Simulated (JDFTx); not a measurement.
Run report: PtS2, band-structure run

- system: PtS2 (P-3m1, 3 atoms in the cell)
- method: Kohn-Sham DFT of a periodic cell, RPBE, PseudoDojo-SR-PBE-0.5-standard, no spin polarisation (JDFTx 1.7.0 (patched build))

The structure derives from an entry of the Crystallography Open Database.

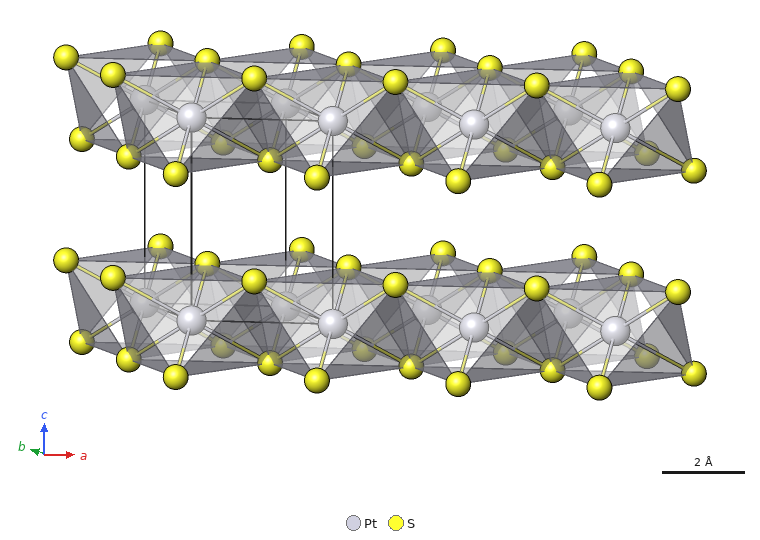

**Figure 1.** The structure as given in the input (polyhedral view of the cell of the calculation, repeated 3 × 1 × 1, seen slightly off an axis; polyhedra are completed across the faces of the cell).

Input:
```
lattice \
    3.5432000000    -1.7716000000     0.0000000000 \
    0.0000000000     3.0685012107     0.0000000000 \
    0.0000000000     0.0000000000     5.0388000000
latt-scale 1.889726124626 1.889726124626 1.889726124626
coords-type Lattice
ion Pt     0.0000000000     0.0000000000     0.0000000000 1
ion S      0.6666666667     0.3333333333     0.7730000000 1
ion S      0.3333333333     0.6666666667     0.2270000000 1

ion-species pseudo/Pt.upf
ion-species pseudo/S.upf
elec-cutoff 42 336
elec-ex-corr gga-x-rpbe gga-c-pbe
elec-smearing Fermi 0.0018374661
elec-n-bands 22
electronic-minimize nIterations 30 energyDiffThreshold 1e-06
davidson-band-ratio 1.3
forces-output-coords Cartesian
include path.kpoints
symmetries none
fix-electron-density run.$VAR

dump-name bands.$VAR
dump End Ecomponents EigStats BandEigs Kpoints Forces
```

File path.kpoints:
```
kpoint +0.0000000000 +0.0000000000 +0.0000000000 0.020000000000
kpoint +0.0833333333 +0.0000000000 +0.0000000000 0.020000000000
kpoint +0.1666666667 +0.0000000000 +0.0000000000 0.020000000000
kpoint +0.2500000000 +0.0000000000 +0.0000000000 0.020000000000
kpoint +0.3333333333 +0.0000000000 +0.0000000000 0.020000000000
kpoint +0.4166666667 +0.0000000000 +0.0000000000 0.020000000000
kpoint +0.5000000000 +0.0000000000 +0.0000000000 0.020000000000
kpoint +0.4444444444 +0.1111111111 +0.0000000000 0.020000000000
kpoint +0.3888888889 +0.2222222222 +0.0000000000 0.020000000000
kpoint +0.3333333333 +0.3333333333 +0.0000000000 0.020000000000
kpoint +0.2857142857 +0.2857142857 +0.0000000000 0.020000000000
kpoint +0.2380952381 +0.2380952381 +0.0000000000 0.020000000000
kpoint +0.1904761905 +0.1904761905 +0.0000000000 0.020000000000
kpoint +0.1428571429 +0.1428571429 +0.0000000000 0.020000000000
kpoint +0.0952380952 +0.0952380952 +0.0000000000 0.020000000000
kpoint +0.0476190476 +0.0476190476 +0.0000000000 0.020000000000
kpoint +0.0000000000 +0.0000000000 +0.0000000000 0.020000000000
kpoint +0.0000000000 +0.0000000000 +0.1250000000 0.020000000000
kpoint +0.0000000000 +0.0000000000 +0.2500000000 0.020000000000
kpoint +0.0000000000 +0.0000000000 +0.3750000000 0.020000000000
kpoint +0.0000000000 +0.0000000000 +0.5000000000 0.020000000000
kpoint +0.0714285714 +0.0000000000 +0.5000000000 0.020000000000
kpoint +0.1428571429 +0.0000000000 +0.5000000000 0.020000000000
kpoint +0.2142857143 +0.0000000000 +0.5000000000 0.020000000000
kpoint +0.2857142857 +0.0000000000 +0.5000000000 0.020000000000
kpoint +0.3571428571 +0.0000000000 +0.5000000000 0.020000000000
kpoint +0.4285714286 +0.0000000000 +0.5000000000 0.020000000000
kpoint +0.5000000000 +0.0000000000 +0.5000000000 0.020000000000
kpoint +0.4583333333 +0.0833333333 +0.5000000000 0.020000000000
kpoint +0.4166666667 +0.1666666667 +0.5000000000 0.020000000000
kpoint +0.3750000000 +0.2500000000 +0.5000000000 0.020000000000
kpoint +0.3333333333 +0.3333333333 +0.5000000000 0.020000000000
kpoint +0.2916666667 +0.2916666667 +0.5000000000 0.020000000000
kpoint +0.2500000000 +0.2500000000 +0.5000000000 0.020000000000
kpoint +0.2083333333 +0.2083333333 +0.5000000000 0.020000000000
kpoint +0.1666666667 +0.1666666667 +0.5000000000 0.020000000000
kpoint +0.1250000000 +0.1250000000 +0.5000000000 0.020000000000
kpoint +0.0833333333 +0.0833333333 +0.5000000000 0.020000000000
kpoint +0.0416666667 +0.0416666667 +0.5000000000 0.020000000000
kpoint +0.0000000000 +0.0000000000 +0.5000000000 0.020000000000
kpoint +0.5000000000 +0.0000000000 +0.5000000000 0.020000000000
kpoint +0.5000000000 +0.0000000000 +0.3750000000 0.020000000000
kpoint +0.5000000000 +0.0000000000 +0.2500000000 0.020000000000
kpoint +0.5000000000 +0.0000000000 +0.1250000000 0.020000000000
kpoint +0.5000000000 +0.0000000000 +0.0000000000 0.020000000000
kpoint +0.3333333333 +0.3333333333 +0.0000000000 0.020000000000
kpoint +0.3333333333 +0.3333333333 +0.1250000000 0.020000000000
kpoint +0.3333333333 +0.3333333333 +0.2500000000 0.020000000000
kpoint +0.3333333333 +0.3333333333 +0.3750000000 0.020000000000
kpoint +0.3333333333 +0.3333333333 +0.5000000000 0.020000000000
```

Run as:
```bash
jdftx -c 1 -i bands.in -o bands.out
```

Output:
```
*************** JDFTx 1.7.0 (patched build) ***************

Input parsed successfully to the following command list (including defaults):
[... the input with its defaults ...]

---------- Initializing the Grid ----------
R =
[      6.69568     -3.34784            0  ]
[            0      5.79863            0  ]
[            0            0      9.52195  ]
unit cell volume = 369.697
G =
[   0.938394   0.541782         -0  ]
[          0    1.08356          0  ]
[          0         -0   0.659863  ]
Minimum fftbox size, Smin = [  56  56  80  ]
Chosen fftbox size, S = [  56  56  80  ]

---------- Initializing tighter grid for wavefunction operations ----------
R =
[      6.69568     -3.34784            0  ]
[            0      5.79863            0  ]
[            0            0      9.52195  ]
unit cell volume = 369.697
G =
[   0.938394   0.541782         -0  ]
[          0    1.08356          0  ]
[          0         -0   0.659863  ]
Minimum fftbox size, Smin = [  40  40  56  ]
Chosen fftbox size, S = [  40  40  56  ]

---------- Exchange Correlation functional ----------
Initialized LibXC exchange functional 'Hammer, Hansen, and Norskov'
Initialized LibXC correlation functional 'Perdew, Burke & Ernzerhof'

---------- Setting up pseudopotentials ----------
Width of ionic core gaussian charges (only for fluid interactions / plotting) set to 0

Reading pseudopotential file 'pseudo/Pt.upf':
  'Pt' pseudopotential, 'PBE' functional
  Generated using ONCVPSP code by D. R. Hamann
  18 valence electrons, 4 orbitals, 8 projectors, 1001 radial grid points, with lMax = 3
    5S    l: 0   occupation:  2.0   eigenvalue: -3.741794
    5P    l: 1   occupation:  6.0   eigenvalue: -2.058655
    5D    l: 2   occupation:  9.0   eigenvalue: -0.225689
    6S    l: 0   occupation:  1.0   eigenvalue: -0.207978
  Core radius for overlap checks: 1.88 bohrs.

Reading pseudopotential file 'pseudo/S.upf':
  'S' pseudopotential, 'PBE' functional
  Generated using ONCVPSP code by D. R. Hamann
  6 valence electrons, 2 orbitals, 6 projectors, 1001 radial grid points, with lMax = 2
    3S    l: 0   occupation:  2.0   eigenvalue: -0.634163
    3P    l: 1   occupation:  4.0   eigenvalue: -0.257567
  Core radius for overlap checks: 1.43 bohrs.

Initialized 2 species with 3 total atoms.

Folded 50 k-points by 1x1x1 to 50 k-points.

---------- Setting up k-points, bands, fillings ----------
No reducable k-points.
Computing the number of bands and number of electrons
Calculating initial fillings.
nElectrons:  30.000000   nBands: 22   nStates: 50

----- Setting up reduced wavefunction bases (one per k-point) -----
average nbasis = 4804.100 , ideal nbasis = 4806.330

---------- Setting up ewald sum ----------
Optimum gaussian width for ewald sums = 2.384177 bohr.
Real space sum over 1089 unit cells with max indices [  5  5  4  ]
Reciprocal space sum over 2873 terms with max indices [  6  6  8  ]

---------- Allocating electronic variables ----------
Reading n from file 'run.n' ... done
Initializing wave functions:  linear combination of atomic orbitals
Note: number of bands (22) exceeds available atomic orbitals (18)

----------- Band structure minimization -------------
Minimization will be done independently for each quantum number.

---- Minimization of quantum number:     0  [ +0.0000000 +0.0000000 +0.0000000 ]  0.040000000 ----
BandDavidson: Iter:   0  Eband: +0.011761799564824
BandDavidson: Iter:   1  Eband: -0.036424009272291  dEband: -4.818581e-02
BandDavidson: Iter:   2  Eband: -0.047625623521923  dEband: -1.120161e-02
BandDavidson: Iter:   3  Eband: -0.049701344902225  dEband: -2.075721e-03
[... 880 lines of inner loops ...]
BandDavidson: Iter:  10  Eband: -0.052635095763183  dEband: -1.759048e-06
BandDavidson: Iter:  11  Eband: -0.052635880934871  dEband: -7.851717e-07
BandDavidson: Converged (dEband<1.000000e-06)
	FillingsUpdate:  mu: +0.425680116  nElectrons: 30.000000

Dumping 'bands.eigStats' ...
	eMin: -3.255319 at state 39 ( [ +0.000000 +0.000000 +0.500000 ] spin 0 )
	HOMO: +0.405334 at state 14 ( [ +0.095238 +0.095238 +0.000000 ] spin 0 )
	mu  : +0.425680
	LUMO: +0.446257 at state 10 ( [ +0.285714 +0.285714 +0.000000 ] spin 0 )
	eMax: +0.849692 at state 16 ( [ +0.000000 +0.000000 +0.000000 ] spin 0 )
	HOMO-LUMO gap: +0.040923
	Optical gap  : +0.058163 at state 36 ( [ +0.125000 +0.125000 +0.500000 ] spin 0 )
Done!
```

Key numbers:

```json
{"quantity": "outcome", "value": "converged"}
{"quantity": "space group (tolerance 0.01 Å)", "value": "P-3m1 (164)"}
{"quantity": "electrons treated", "value": "30"}
{"quantity": "gap on the band path", "value": "1.11 eV"}
{"quantity": "hardware", "value": "1 thread of Intel Xeon @ 2.50GHz (Skylake/Cascade Lake), 128 GiB of memory available, shared host"}
{"quantity": "wall time", "value": "79 s"}
{"quantity": "peak memory", "value": "0.16 GiB"}
```

Spin–orbit coupling is left out, which matters for Pt.
